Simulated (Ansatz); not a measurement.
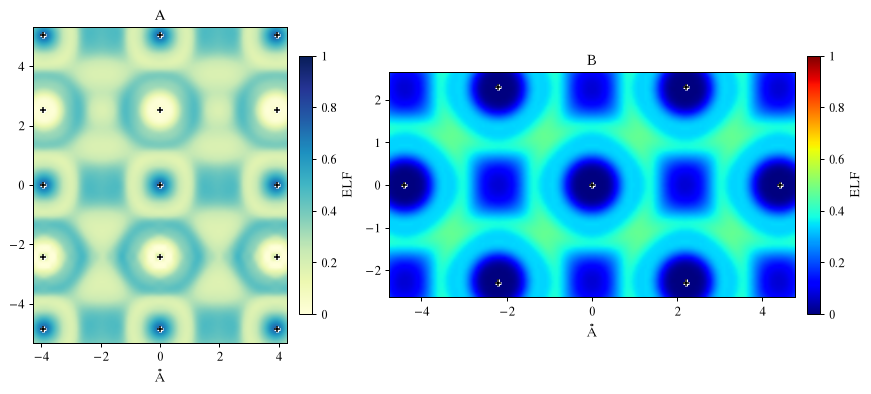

The electron localisation function of 2 systems, each on a plane through atoms (crosses mark nuclei in the plane).

The calculation used DFT r2SCAN, scalar-relativistic, plane waves, PAW in Ansatz.

System 1: Ni7Ge4, the (100) plane of the conventional cell. Space group P-6m2; a structure from a database of computed crystals, not necessarily the ambient phase; computed without spin polarisation.

```yaml
crystal:
  lattice:
    - [3.93584, 0.00000, 0.00000]
    - [-1.96792, 3.40854, 0.00000]
    - [0.00000, 0.00000, 9.92155]
  atoms:
    - { symbol: Ni, position: [0.00000, 0.00000, 0.37313] }
    - { symbol: Ni, position: [0.00000, 0.00000, 0.87876] }
    - { symbol: Ni, position: [0.00000, 0.00000, 0.12124] }
    - { symbol: Ni, position: [0.00000, 0.00000, 0.62687] }
    - { symbol: Ni, position: [0.66667, 0.33333, 0.50000] }
    - { symbol: Ni, position: [0.33333, 0.66667, 0.24493] }
    - { symbol: Ni, position: [0.33333, 0.66667, 0.75507] }
    - { symbol: Ge, position: [0.66667, 0.33333, 0.24358] }
    - { symbol: Ge, position: [0.66667, 0.33333, 0.75642] }
    - { symbol: Ge, position: [0.33333, 0.66667, 0.00000] }
    - { symbol: Ge, position: [0.33333, 0.66667, 0.50000] }
```

System 2: Sn, the (001) plane of the conventional cell. Space group Fmmm; changed on purpose from its base cell (strain +0.0375 x Voigt [0, 0, 0, 0, 0, 1], atoms carried along); computed pressure about −3 GPa in this cell.

```xyz
4
Lattice="3.1218 -3.1218 0.0000 3.2412 3.2412 0.0000 0.0000 0.0000 5.8313" Properties=species:S:1:pos:R:3 pbc="T T T"
Sn    0.0000    0.0000    0.0000
Sn    1.5609   -1.5609    2.9156
Sn    3.1815    0.0597    0.0000
Sn    1.6206    1.6206    2.9156
```

Match each panel to its system.

Panel A is system 1, Ni7Ge4: the plane holds Ni and Ge. Ni–Ge (2.43 Å): the ELF is about 0.40 at the midpoint. Panel B is system 2, Sn: the plane holds Sn. Sn–Sn (3.18 Å): the ELF is about 0.45 at the midpoint.
